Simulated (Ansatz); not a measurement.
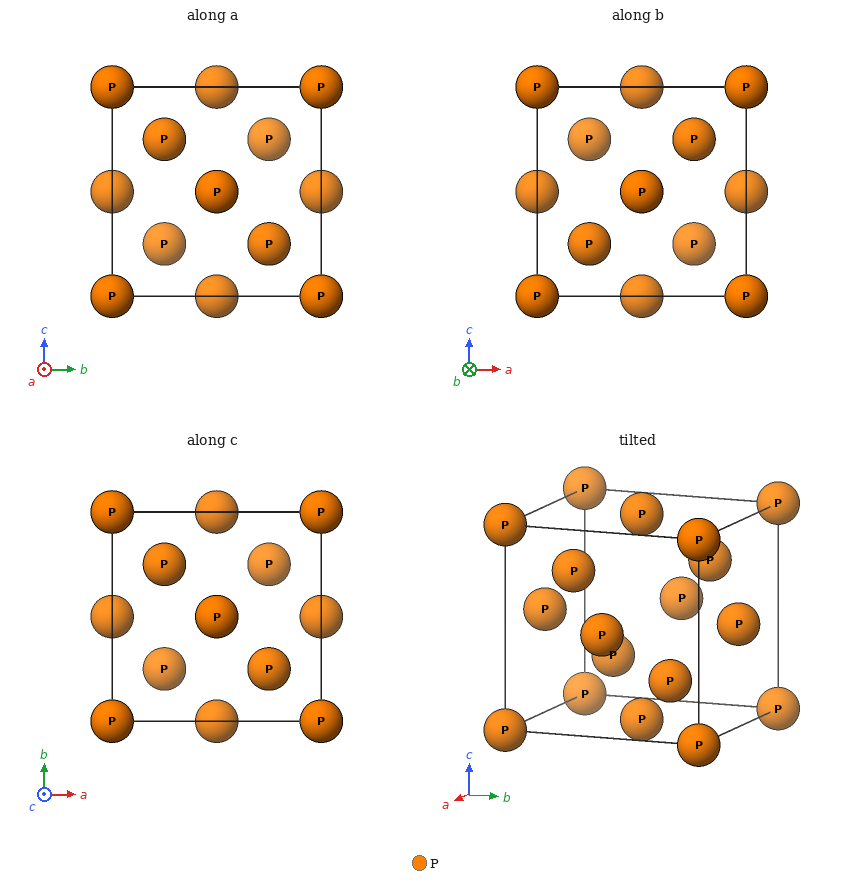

A spheres-only picture of a crystal structure, seen along the a axis, along the b axis, along the c axis and slightly off an axis. The edges of the conventional unit cell are marked.

Lattice parameters: a = 5.4803 Å, b = 5.4803 Å, c = 5.4803 Å, α = 90.000°, β = 90.000°, γ = 90.000°.

**Put the structure into a CIF with its space group and independent sites.**

```cif
data_structure
_symmetry_space_group_name_H-M 'F d -3 m :1'
_symmetry_Int_Tables_number 227
_cell_length_a 5.4803
_cell_length_b 5.4803
_cell_length_c 5.4803
_cell_angle_alpha 90.000
_cell_angle_beta 90.000
_cell_angle_gamma 90.000
_cell_volume 164.59
loop_
_atom_site_label
_atom_site_type_symbol
_atom_site_symmetry_multiplicity
_atom_site_Wyckoff_symbol
_atom_site_fract_x
_atom_site_fract_y
_atom_site_fract_z
_atom_site_occupancy
P1 P 8 a 0.0000 0.5000 0.5000 1
```

The initial geometry was a structure type filled with this element by a generator (whether the element takes this form wasn't checked). Earlier steps of the study may have refined or changed the cell and positions. It went into a calculation with Ansatz.
